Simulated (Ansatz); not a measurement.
## What a change does: single-point calculation on WS$_{2}$

System: WS$_{2}$ (R3m, 6 atoms in the cell).
Method of run A: DFT, PBEsol, plane waves, PAW, no spin polarisation (Ansatz 0.2.0).

The structure derives from an entry of the Crystallography Open Database. Text and figures count atoms from 1; the logs count them from 0 in places.

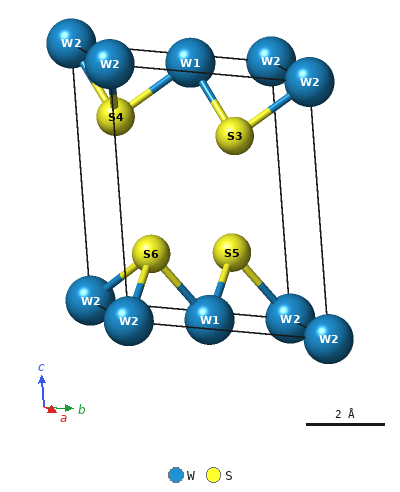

**Figure 1.** The structure (ball-and-stick view of the cell of the calculation, seen slightly off an axis; atoms are numbered from 1 in the order of the input). Near neighbours in the crystal (not all of them lie inside the picture): W has 6 S at 2.40 Å; S has 3 W at 2.40 Å.

The input, run A:
```yaml
crystal:
  lattice:
    - [-3.1476068045, 0.0, 0.0]
    - [0.0, 5.4518149077, 0.0]
    - [1.5738034023, -0.9086358179, -6.3704647422]
  atoms:
    - { symbol: W, position: [0.5010072705, 0.5003357568, 0.002014541] }
    - { symbol: W, position: [0.0010072705, 0.0003357568, 0.002014541] }
    - { symbol: S, position: [0.8780554529, 0.6260184843, 0.7561109058] }
    - { symbol: S, position: [0.3780554529, 0.1260184843, 0.7561109058] }
    - { symbol: S, position: [0.1239872766, 0.7079957589, 0.2479745532] }
    - { symbol: S, position: [0.6239872766, 0.2079957589, 0.2479745532] }
kpoints:
  mp_grid: { grid: [10, 6, 10] }
hamiltonian:
  xc: pbesol
scf:
  occupations: { method: gaussian, width: 0.05 }
output:
  forces: true
  eigenvalues: true
  stress: true
accuracy: high
```

Launched with:
```bash
ansatz run input.yaml --threads 2 --pin off --max-ram 5120MiB --backend cpu --events-out ev --progress --plain --runs-dir out
```

Hardware: 2 threads of Intel Xeon (Granite Rapids), 176 GiB of memory available, shared host.

Output, shortened to warnings, some set-up lines, iterations and results (run A):
```
Basis set: ecut = 420 eV, 2119 PW (Γ), exchange–correlation on 50×90×108 points (8 copies of the dense FFT grid, shifted against one another)
Symmetry: 4 space group operations
k-points: 172 of 600 (time reversal used)
Initial density: superposition of atomic densities (neutral atoms: chi_scale 0, normalization atom), corrected by the library's trained network
[...]
SCF iter   1: F=—  HF=-24058.170813 eV  |F-HF|=—  |Δ(HF+E_count)|=         —  Δρ=8.80e-3  dr2=1.60e-1  ethr=1.77e-3  ⟨swp⟩=6.4  Hψ=25825  notcnv=0
SCF iter   2: F=—  HF=-24058.150448 eV  |F-HF|=—  |Δ(HF+E_count)|=   2.04e-2  Δρ=3.18e-3  dr2=5.46e-3  ethr=3.08e-4  ⟨swp⟩=2.6  Hψ=8678  notcnv=0  defer=264
SCF iter   3: F=—  HF=-24058.151975 eV  |F-HF|=—  |Δ(HF+E_count)|=   1.53e-3  Δρ=1.78e-3  dr2=1.68e-3  ethr=1.05e-5  ⟨swp⟩=2.1  Hψ=7317  notcnv=0  defer=92
SCF iter   4: F=—  HF=-24058.152745 eV  |F-HF|=—  |Δ(HF+E_count)|=   7.70e-4  Δρ=7.44e-4  dr2=2.97e-4  ethr=3.24e-6  ⟨swp⟩=2.4  Hψ=8320  notcnv=0  defer=92
SCF iter   5: F=—  HF=-24058.152920 eV  |F-HF|=—  |Δ(HF+E_count)|=   1.76e-4  Δρ=1.59e-4  dr2=1.73e-5  ethr=5.72e-7  ⟨swp⟩=2.1  Hψ=7708  notcnv=0  defer=92
SCF iter   6: F=—  HF=-24058.152933 eV  |F-HF|=—  |Δ(HF+E_count)|=   1.30e-5  Δρ=2.12e-5  dr2=7.17e-7  ethr=3.33e-8  ⟨swp⟩=2.1  Hψ=8387  notcnv=0  defer=92
SCF iter   7: F=-24058.152934 eV  HF=-24058.152934 eV  |F-HF|=2.32e-8  |Δ(HF+E_count)|=   3.84e-7  Δρ=4.61e-6  dr2=3.94e-8  ethr=1.92e-10  ⟨swp⟩=8.8  Hψ=26330  notcnv=0
SCF iter   8: F=—  HF=-24058.152934 eV  |F-HF|=—  |Δ(HF+E_count)|=   3.56e-8  Δρ=9.57e-7  dr2=9.15e-10  ethr=7.57e-11  ⟨swp⟩=2.0  Hψ=8285  notcnv=0
SCF iter   9: F=—  HF=-24058.152934 eV  |F-HF|=—  |Δ(HF+E_count)|=  9.57e-10  Δρ=2.38e-7  dr2=6.33e-11  ethr=1.76e-12  ⟨swp⟩=2.0  Hψ=8324  notcnv=0
SCF iter  10: F=-24058.152934 eV  HF=-24058.152934 eV  |F-HF|=7.28e-12  |Δ(HF+E_count)|=  7.64e-11  Δρ=5.40e-8  dr2=3.56e-12  ethr=1.00e-12  ⟨swp⟩=4.5  Hψ=18340  notcnv=0
SCF 1 converged in 10 iterations: F = -24058.152934 eV  dr2 = 3.56e-12
SCF converged after 10 iterations
Free energy (F): -24058.152934 eV
Harris-Foulkes:  -24058.152934 eV  (|F-HF|=7.28e-12)
Internal energy: -24058.152934 eV  (E = F + TS)
E sigma→0 (E₀):  -24058.152934 eV
Fermi energy:    11.637208 eV
--- Per-component energies (eV) ---
  E_band       = -401.088190
  E_kinetic    = 1333.917539
  E_local      = -3808.342991  (includes V_loc(G=0)·N_el)
  E_nonlocal   = 120.674309
  E_hartree    = 1528.820274
  E_xc         = -917.525247
  E_vxc        = -830.133266  (∫ρ·V_xc dr)
  E_paw        = -19209.061035  (= ΣΔE_a)
  E_vpaw       = -274.844151  (= ΣTr[D̂ρ^β])
  E_aug_tail   = -0.000133  (compensation charges beyond the density's cutoff)
  E_ewald      = -3107.327031
  E_core_change = 0.691382  (= ΣΔE_core)
  E_smearing   = -0.000000  (= −TS)
  E_closure    = -0.000000  (closes the sum)
  Σ components = -24058.152934   (vs F -24058.152934, Δ=0.00e0)
--- Forces (eV/Å), atoms counted from 1 ---
  atom   1  W     -0.00000000    -0.00000438     0.00007893
  atom   2  W     -0.00000000    -0.00000438     0.00007893
  atom   3  S      0.00000000    -0.00000267    -0.00063746
  atom   4  S      0.00000000    -0.00000267    -0.00063746
  atom   5  S     -0.00000000     0.00000704     0.00055862
  atom   6  S     -0.00000000     0.00000704     0.00055862
  max |Σ_I F_I| component: 1.83e-7 eV/Å
--- Stress (GPa, compression-positive) ---
       -0.022687       0.000000      -0.000000
        0.000000      -0.020489       0.000032
       -0.000000       0.000032       0.007980
  P = ⅓ Tr σ = -0.0117 GPa (-0.117 kbar)
```

For run B the input was changed thus:
```diff
+basis:
+  ecutwfc: 420
-accuracy: high
+  write_density: true
+  write_potential: true
+  elf: true
+  volumetric_format: npy
```

Predict how the results change.

The energy doesn't change within 0.01 meV per atom. The SCF takes 7 iterations against 10.

Output, shortened to warnings, some set-up lines, iterations and results (run B):
```
Basis set: ecut = 420 eV, 2119 PW (Γ), exchange–correlation on 48×80×90 points (8 copies of the dense FFT grid, shifted against one another)
Symmetry: 4 space group operations
k-points: 172 of 600 (time reversal used)
Initial density: superposition of atomic densities (neutral atoms: chi_scale 0, normalization atom), corrected by the library's trained network
[...]
SCF iter   1: F=—  HF=-24058.170709 eV  |F-HF|=—  |Δ(HF+E_count)|=         —  Δρ=8.80e-3  dr2=1.60e-1  ethr=1.77e-3  ⟨swp⟩=6.4  Hψ=25859  notcnv=0
SCF iter   2: F=—  HF=-24058.150381 eV  |F-HF|=—  |Δ(HF+E_count)|=   2.03e-2  Δρ=3.17e-3  dr2=5.45e-3  ethr=3.08e-4  ⟨swp⟩=2.6  Hψ=8666  notcnv=0  defer=264
SCF iter   3: F=—  HF=-24058.151922 eV  |F-HF|=—  |Δ(HF+E_count)|=   1.54e-3  Δρ=1.78e-3  dr2=1.68e-3  ethr=1.05e-5  ⟨swp⟩=2.2  Hψ=7350  notcnv=0  defer=264
SCF iter   4: F=—  HF=-24058.152689 eV  |F-HF|=—  |Δ(HF+E_count)|=   7.67e-4  Δρ=7.54e-4  dr2=3.05e-4  ethr=3.23e-6  ⟨swp⟩=2.3  Hψ=8301  notcnv=0  defer=264
SCF iter   5: F=—  HF=-24058.152868 eV  |F-HF|=—  |Δ(HF+E_count)|=   1.79e-4  Δρ=1.63e-4  dr2=1.79e-5  ethr=5.87e-7  ⟨swp⟩=2.1  Hψ=7739  notcnv=0  defer=264
SCF iter   6: F=—  HF=-24058.152933 eV  |F-HF|=—  |Δ(HF+E_count)|=   6.51e-5  Δρ=2.16e-5  dr2=7.18e-7  ethr=3.45e-8  ⟨swp⟩=2.1  Hψ=8363  notcnv=0  defer=264
SCF iter   7: F=-24058.152934 eV  HF=-24058.152934 eV  |F-HF|=2.32e-8  |Δ(HF+E_count)|=   3.90e-7  Δρ=4.54e-6  dr2=3.77e-8  ethr=1.92e-10  ⟨swp⟩=15.2  Hψ=46286  notcnv=0
SCF 1 converged in 7 iterations: F = -24058.152934 eV  dr2 = 3.77e-8
SCF converged after 7 iterations
Free energy (F): -24058.152934 eV
Harris-Foulkes:  -24058.152934 eV  (|F-HF|=2.32e-8)
Internal energy: -24058.152934 eV  (E = F + TS)
E sigma→0 (E₀):  -24058.152934 eV
Fermi energy:    11.637278 eV
--- Per-component energies (eV) ---
  E_band       = -401.084429
  E_kinetic    = 1333.916559
  E_local      = -3808.337774  (includes V_loc(G=0)·N_el)
  E_nonlocal   = 120.673893
  E_hartree    = 1528.816033
  E_xc         = -917.525006
  E_vxc        = -830.132989  (∫ρ·V_xc dr)
  E_paw        = -19209.060856  (= ΣΔE_a)
  E_vpaw       = -274.844023  (= ΣTr[D̂ρ^β])
  E_aug_tail   = -0.000133  (compensation charges beyond the density's cutoff)
  E_ewald      = -3107.327031
  E_core_change = 0.691382  (= ΣΔE_core)
  E_smearing   = -0.000000  (= −TS)
  E_closure    = -0.000000  (closes the sum)
  Σ components = -24058.152934   (vs F -24058.152934, Δ=0.00e0)
--- Forces (eV/Å), atoms counted from 1 ---
  atom   1  W     -0.00000000    -0.00000408     0.00004812
  atom   2  W     -0.00000000    -0.00000408     0.00004812
  atom   3  S      0.00000000    -0.00000267    -0.00062547
  atom   4  S      0.00000000    -0.00000267    -0.00062547
  atom   5  S     -0.00000000     0.00000723     0.00055496
  atom   6  S     -0.00000000     0.00000723     0.00055496
  max |Σ_I F_I| component: 4.48e-5 eV/Å
--- Stress (GPa, compression-positive) ---
       -0.022453       0.000000      -0.000000
        0.000000      -0.020252       0.000032
       -0.000000       0.000032       0.007836
  P = ⅓ Tr σ = -0.0116 GPa (-0.116 kbar)
```

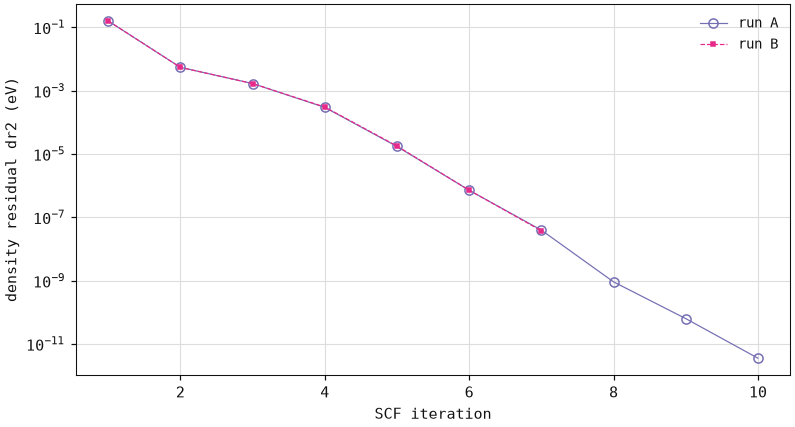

**Figure 2.** Convergence of the two runs: density residual dr2 against the SCF iteration. Run A takes 10 iterations in all, and run B takes 7.

The two runs side by side:

```csv
quantity,run A,run B
outcome,converged,converged
free energy per atom (eV),−4009.6922,−4009.6922
gap on the mesh (eV),1.16,1.16
pressure (GPa),−0.01,−0.01
largest force (eV/Å),0.001,0.001
SCF iterations,10,7
irreducible k-points,172,172
plane waves at Γ,2119,2119
wall time (shared host),27 s,25 s
```

For both runs: Spin–orbit coupling is left out, which matters for W.
